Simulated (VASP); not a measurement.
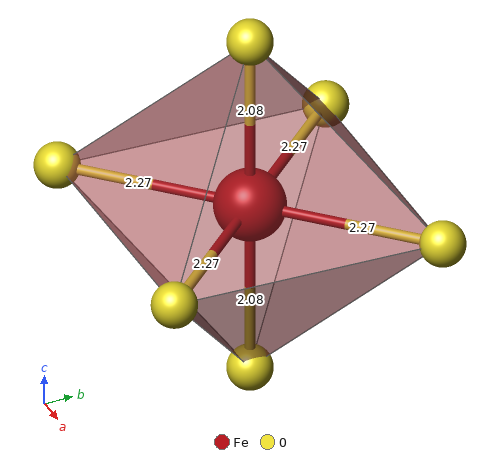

The FeO6 unit about Fe in FeO. Origin: a cell listed in the Materials Project, as set up for an electronic-structure calculation.

FeO, space group I4/mmm (No. 139), a = 3.204 Å, b = 3.204 Å, c = 4.167 Å, α = 90.00°, β = 90.00°, γ = 90.00°

```json
{"site": "Fe", "Wyckoff": "2a", "x": "0.0000", "y": "0.0000", "z": "0.0000"}
{"site": "O", "Wyckoff": "2b", "x": "0.0000", "y": "0.0000", "z": "0.5000"}
```

Compute the usual distortion measures of this polyhedron.

It is closest to the octahedron.

```tsv
measure	value
mean bond length	2.205 Å
bond-length distortion index (Baur)	0.037
effective coordination number (Hoppe)	5.68
shape measure against the octahedron	0.15
shape measure against the trigonal prism	16.86
centre off the ligands' centroid by	0.00 Å
polyhedral volume	14.26 Å³
quadratic elongation	1.003
bond-angle variance	0.0 deg²
```
